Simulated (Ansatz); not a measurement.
## From GeSi to SiC

System: GeSi (P6₃mc, 4 atoms in the cell).
Method of the first run: DFT PBEsol, scalar-relativistic, plane waves, PAW, no spin polarisation (Ansatz 0.2.0).
System of the second run: SiC (4 atoms in the cell).

On the first run: The structure derives from a Materials Project entry. On the second run: The structure was made by swapping elements on the sites of another compound; it need not be a known phase. It belongs to a series of runs on one base structure; here: Ge -> C on all its sites, cell and atoms relaxed. Text and figures count atoms from 1; the logs count them from 0 in places.

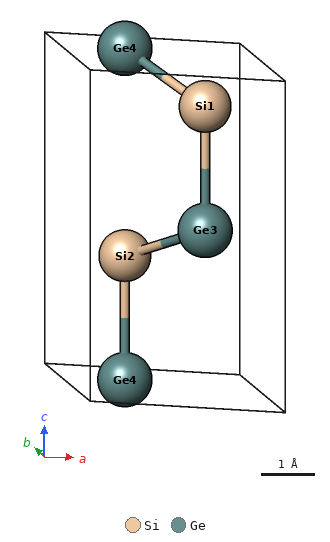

The structure as given in the input (ball-and-stick view of the cell of the calculation, seen slightly off an axis; atoms are numbered from 1 in the order of the input). An atom can appear more than once, as a periodic image.

**The input, the first run**
```yaml
crystal:
  lattice:
    - [3.9044512986, 0.0, 0.0]
    - [-1.9522256493, 3.3813540124, 0.0]
    - [0.0, 0.0, 6.450783]
  atoms:
    - { symbol: Si, position: [0.66666667, 0.33333333, 0.874607] }
    - { symbol: Si, position: [0.33333333, 0.66666667, 0.374607] }
    - { symbol: Ge, position: [0.66666667, 0.33333333, 0.500392] }
    - { symbol: Ge, position: [0.33333333, 0.66666667, 0.000392] }
basis:
  ecutwfc: 420
kpoints:
  mp_grid: { grid: [6, 6, 4] }
hamiltonian:
  xc: pbesol
scf:
  occupations: { method: gaussian, width: 0.1 }
output:
  forces: true
  stress: true
  eigenvalues: true
```

Launched with:
```bash
ansatz run input.yaml --threads 2 --pin off --max-ram 5120MiB --backend cpu --events-out ev --progress --plain --runs-dir out
```

Hardware: 2 threads of Arm Neoverse V1, 24 GiB of memory available, shared host.

**Output, shortened to warnings, some set-up lines, iterations and results (the first run)**
```
Basis set: ecut = 420 eV, 1689 PW (Γ), exchange–correlation on 54×54×90 points (8 copies of the dense FFT grid, shifted against one another)
Symmetry: 12 space group operations
k-points: 21 of 144 (time reversal used)
Initial density: superposition of atomic densities (neutral atoms: chi_scale 0, normalization atom), corrected by the library's trained network
[...]
SCF iter   1: F=—  HF=-9749.836110 eV  |F-HF|=—  |Δ(HF+E_count)|=         —  Δρ=2.50e-3  dr2=6.13e-3  ethr=1.77e-3  ⟨swp⟩=5.1  Hψ=2093  notcnv=0
SCF iter   2: F=—  HF=-9749.833449 eV  |F-HF|=—  |Δ(HF+E_count)|=   2.66e-3  Δρ=1.51e-3  dr2=2.19e-3  ethr=1.70e-5  ⟨swp⟩=1.9  Hψ=730  notcnv=0
SCF iter   3: F=—  HF=-9749.833165 eV  |F-HF|=—  |Δ(HF+E_count)|=   2.84e-4  Δρ=6.14e-4  dr2=1.35e-4  ethr=6.09e-6  ⟨swp⟩=2.0  Hψ=840  notcnv=0
SCF iter   4: F=—  HF=-9749.832995 eV  |F-HF|=—  |Δ(HF+E_count)|=   1.70e-4  Δρ=2.31e-4  dr2=3.61e-5  ethr=3.74e-7  ⟨swp⟩=2.4  Hψ=768  notcnv=0
SCF iter   5: F=—  HF=-9749.832984 eV  |F-HF|=—  |Δ(HF+E_count)|=   1.16e-5  Δρ=5.56e-5  dr2=3.30e-6  ethr=1.00e-7  ⟨swp⟩=2.0  Hψ=821  notcnv=0
SCF iter   6: F=—  HF=-9749.832984 eV  |F-HF|=—  |Δ(HF+E_count)|=   6.83e-7  Δρ=1.49e-5  dr2=2.03e-7  ethr=9.17e-9  ⟨swp⟩=2.0  Hψ=840  notcnv=0
SCF iter   7: F=-9749.832984 eV  HF=-9749.832984 eV  |F-HF|=1.54e-8  |Δ(HF+E_count)|=   1.93e-7  Δρ=6.38e-6  dr2=1.79e-8  ethr=2.78e-10  ⟨swp⟩=4.9  Hψ=1841  notcnv=0
SCF 1 converged in 7 iterations: F = -9749.832984 eV  dr2 = 1.79e-8
SCF converged after 7 iterations
Free energy (F): -9749.832984 eV
Harris-Foulkes:  -9749.832984 eV  (|F-HF|=1.54e-8)
Internal energy: -9749.832893 eV  (E = F + TS)
E sigma→0 (E₀):  -9749.832939 eV
Entropy (-TS):   -0.000091 eV (-0.023 meV/atom)
Fermi energy:    7.782930 eV
--- Per-component energies (eV) ---
  E_band       = -306.309032
  E_kinetic    = 303.722126
  E_local      = -5306.078787  (includes V_loc(G=0)·N_el)
  E_nonlocal   = 893.319800
  E_hartree    = 2329.888396
  E_xc         = -259.282765
  E_vxc        = -223.169573  (∫ρ·V_xc dr)
  E_paw        = -4957.232662  (= ΣΔE_a)
  E_vpaw       = -633.889553  (= ΣTr[D̂ρ^β])
  E_aug_tail   = 0.000651  (compensation charges beyond the density's cutoff)
  E_ewald      = -2756.068646
  E_core_change = 1.898994  (= ΣΔE_core)
  E_smearing   = -0.000091  (= −TS)
  E_closure    = -0.000000  (closes the sum)
  Σ components = -9749.832984   (vs F -9749.832984, Δ=0.00e0)
--- Forces (eV/Å), atoms counted from 1 ---
  atom   1  Si    -0.00000000    -0.00000000    -0.00468192
  atom   2  Si     0.00000000     0.00000000    -0.00468192
  atom   3  Ge     0.00000000    -0.00000000     0.00468383
  atom   4  Ge     0.00000000     0.00000000     0.00468383
  max |Σ_I F_I| component: 3.80e-6 eV/Å
--- Stress (GPa, compression-positive) ---
       -0.117099       0.000000       0.000000
       -0.000000      -0.117099       0.000000
        0.000000      -0.000000      -0.482967
  P = ⅓ Tr σ = -0.2391 GPa (-2.391 kbar)
```

The input of the second run differs as follows (lines with − go, lines with + come):
```diff
-    - [3.9044512986, 0.0, 0.0]
-    - [-1.9522256493, 3.3813540124, 0.0]
-    - [0.0, 0.0, 6.450783]
+    - [3.4038051563, 0.0, 0.0]
+    - [-1.7019025782, 2.9477817349, 0.0]
+    - [0.0, 0.0, 5.622742912]
-    - { symbol: Si, position: [0.66666667, 0.33333333, 0.874607] }
-    - { symbol: Si, position: [0.33333333, 0.66666667, 0.374607] }
-    - { symbol: Ge, position: [0.66666667, 0.33333333, 0.500392] }
-    - { symbol: Ge, position: [0.33333333, 0.66666667, 0.000392] }
+    - { symbol: Si, position: [0.6666666667, 0.3333333333, 0.8745463422] }
+    - { symbol: Si, position: [0.3333333333, 0.6666666667, 0.3745463422] }
+    - { symbol: C, position: [0.6666666667, 0.3333333333, 0.5004526578] }
+    - { symbol: C, position: [0.3333333333, 0.6666666667, 0.0004526578] }
```

Predict how the results change.

The total energies belong to different systems, so their difference says nothing on which is more stable or more accurate. The gap on the mesh goes from 0.35 to 2.20 eV. The pressure goes from −0.24 to −36.75 GPa. The largest force goes from 0.005 to 0.165 eV/Å. The volume per atom goes from 21.29 to 14.10 Å³. The SCF takes 6 iterations against 7. The plane waves at Γ go from 1689 to 1099.

**Output, shortened to warnings, some set-up lines, iterations and results (the second run)**
```
Basis set: ecut = 420 eV, 1099 PW (Γ), exchange–correlation on 48×48×80 points (8 copies of the dense FFT grid, shifted against one another)
Symmetry: 12 space group operations
k-points: 21 of 144 (time reversal used)
Initial density: superposition of atomic densities (neutral atoms: chi_scale 0, normalization atom), corrected by the library's trained network
[...]
SCF iter   1: F=—  HF=-1735.155058 eV  |F-HF|=—  |Δ(HF+E_count)|=         —  Δρ=9.14e-3  dr2=6.58e-2  ethr=1.77e-3  ⟨swp⟩=5.3  Hψ=1611  notcnv=0
SCF iter   2: F=—  HF=-1735.140873 eV  |F-HF|=—  |Δ(HF+E_count)|=   1.42e-2  Δρ=4.22e-3  dr2=1.16e-2  ethr=4.12e-4  ⟨swp⟩=2.4  Hψ=623  notcnv=0
SCF iter   3: F=—  HF=-1735.137795 eV  |F-HF|=—  |Δ(HF+E_count)|=   3.08e-3  Δρ=1.06e-3  dr2=6.85e-4  ethr=7.24e-5  ⟨swp⟩=2.1  Hψ=387  notcnv=0
SCF iter   4: F=—  HF=-1735.137682 eV  |F-HF|=—  |Δ(HF+E_count)|=   1.13e-4  Δρ=1.54e-4  dr2=8.82e-6  ethr=4.28e-6  ⟨swp⟩=2.0  Hψ=418  notcnv=0
SCF iter   5: F=—  HF=-1735.137678 eV  |F-HF|=—  |Δ(HF+E_count)|=   3.49e-6  Δρ=2.87e-5  dr2=5.70e-7  ethr=5.51e-8  ⟨swp⟩=2.6  Hψ=416  notcnv=0
SCF iter   6: F=-1735.137678 eV  HF=-1735.137678 eV  |F-HF|=9.25e-9  |Δ(HF+E_count)|=   1.58e-7  Δρ=7.24e-6  dr2=2.57e-8  ethr=6.25e-10  ⟨swp⟩=5.4  Hψ=1228  notcnv=0
SCF 1 converged in 6 iterations: F = -1735.137678 eV  dr2 = 2.57e-8
SCF converged after 6 iterations
Free energy (F): -1735.137678 eV
Harris-Foulkes:  -1735.137678 eV  (|F-HF|=9.25e-9)
Internal energy: -1735.137678 eV  (E = F + TS)
E sigma→0 (E₀):  -1735.137678 eV
Fermi energy:    7.165777 eV
--- Per-component energies (eV) ---
  E_band       = 12.415793
  E_kinetic    = 241.547099
  E_local      = -247.778288  (includes V_loc(G=0)·N_el)
  E_nonlocal   = 98.639969
  E_hartree    = 70.484983
  E_xc         = -199.101573
  E_vxc        = -205.186530  (∫ρ·V_xc dr)
  E_paw        = -1186.053792  (= ΣΔE_a)
  E_vpaw       = -15.775599  (= ΣTr[D̂ρ^β])
  E_aug_tail   = 0.000026  (compensation charges beyond the density's cutoff)
  E_ewald      = -512.981425
  E_core_change = 0.105322  (= ΣΔE_core)
  E_smearing   = -0.000000  (= −TS)
  E_closure    = -0.000000  (closes the sum)
  Σ components = -1735.137678   (vs F -1735.137678, Δ=0.00e0)
--- Forces (eV/Å), atoms counted from 1 ---
  atom   1  Si     0.00000000    -0.00000000     0.16471770
  atom   2  Si    -0.00000000     0.00000000     0.16471770
  atom   3  C      0.00000000    -0.00000000    -0.16470823
  atom   4  C     -0.00000000     0.00000000    -0.16470823
  max |Σ_I F_I| component: 1.89e-5 eV/Å
--- Stress (GPa, compression-positive) ---
      -36.328420       0.000000       0.000000
        0.000000     -36.328420       0.000000
        0.000000       0.000000     -37.590415
  P = ⅓ Tr σ = -36.7491 GPa (-367.491 kbar)
```

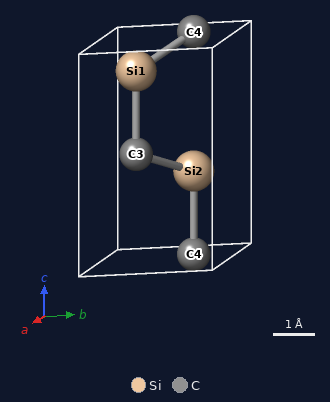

The input structure of the second run (ball-and-stick view of the cell of the calculation, seen slightly off an axis; atoms are numbered from 1 in the order of the input). An atom can appear more than once, as a periodic image.

**The two runs side by side**

| quantity | the first run | the second run |
| --- | --- | --- |
| outcome | converged | converged |
| free energy per atom (eV) | −2437.4582 | −433.7844 |
| gap on the mesh (eV) | 0.35 | 2.20 |
| pressure (GPa) | −0.24 | −36.75 |
| volume per atom (Å³) | 21.29 | 14.10 |
| largest force (eV/Å) | 0.005 | 0.165 |
| SCF iterations | 7 | 6 |
| irreducible k-points | 21 | 21 |
| plane waves at Γ | 1689 | 1099 |
| wall time (shared host) | 2.1 s | 0.9 s |

For the second run: The cell is under a tension of 37 GPa at this level, so it is not at its equilibrium volume.
